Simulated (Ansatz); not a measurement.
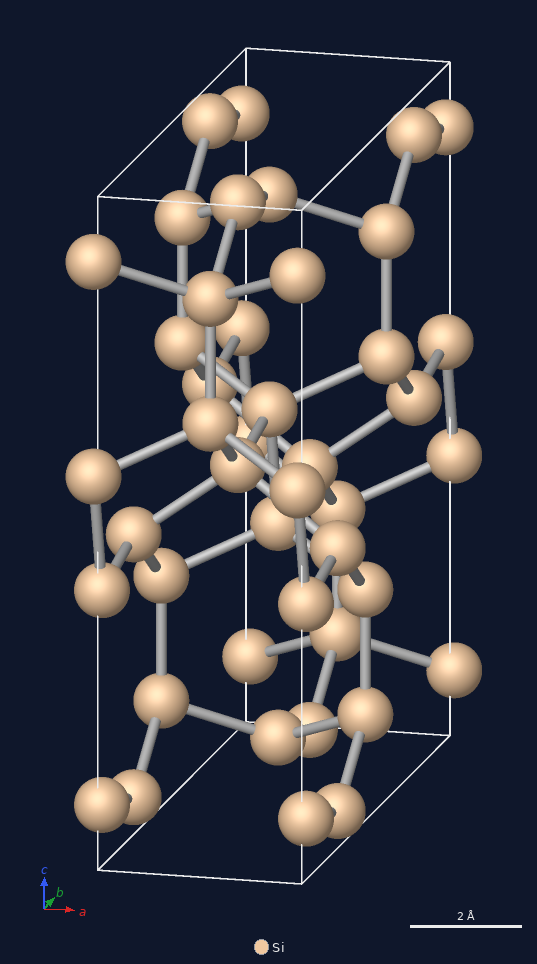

View slightly off an axis, drawn as a ball-and-stick model. The conventional unit cell is outlined; an atom on or near a face, edge or corner is repeated at each equivalent position.

Summary of the structure:

The element is silicon. The space group is Cmcm (No. 63); the lattice is base-centred orthorhombic. The cell holds 24 atoms. Si is surrounded by four Si at about 2.3 Å. The bonds build a three-dimensional framework.

The cell started as a structure listed in the Materials Project. Earlier steps of the study may have refined or changed the cell and positions. A calculation with Ansatz used it as input.
